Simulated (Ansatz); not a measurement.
```xyz
15
Lattice="3.1476 0.0000 0.0000 -1.5738 6.4349 0.0000 0.0000 0.0000 28.0505" Properties=species:S:1:pos:R:3 pbc="T T T"
S     1.5738    5.9116    6.8957
W     1.5738    0.3373    8.3563
S     1.5738    2.2268    9.7021
S    -0.0001    5.4880   10.2177
W     0.0000    0.8091   10.8867
S     0.0000    2.6303   12.4365
S     1.5738    5.9639   12.9218
W     1.5738    1.2170   13.5787
S     1.5737    3.0418   15.1341
S    -0.0001    6.3773   15.6104
W     0.0000    1.6288   16.2617
S     0.0000    3.5037   17.8643
S    -0.0001    0.3360   18.3624
W     1.5738    2.0446   18.9038
S     1.5744    2.3782   20.9981
```

Computed with DFT PBEsol, scalar-relativistic, plane waves, PAW in Ansatz 0.2.0.

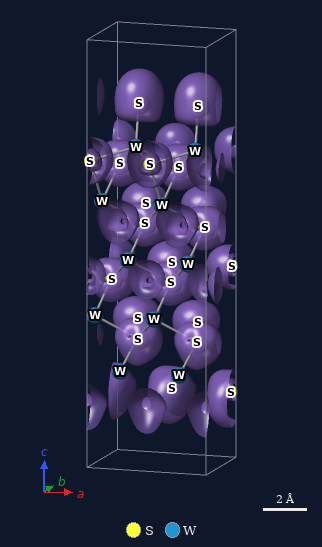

WS2 (slab). Isosurface of the ELF at 0.7 (purple), seen slightly off an axis. Core shells and regions of very low density are left out. Sticks mark near contacts.

In a PAW calculation such maps are meaningful between the atoms, not at the nuclei.

**Where are the electrons localised?**

The ELF exceeds this value in one ring or bowl of non-bonding electrons around S and nine regions wrapped around S (the valence shell of each), counted in one cell of 15 atoms. Counts are for one cell; the picture repeats the cell along the surface.

Values along the shortest contacts:
W–S (2.12 Å): the ELF peaks at about 0.80 in the valence shell of S, 0.7 Å from its nucleus, and is about 0.45 at the midpoint. W–S (2.26 Å): the ELF peaks at about 0.85 in the valence shell of S, 0.8 Å from its nucleus, and is about 0.50 at the midpoint.

**Metal or insulator at this level of theory?**

It is metallic or semimetallic at this level of theory: no gap opens.
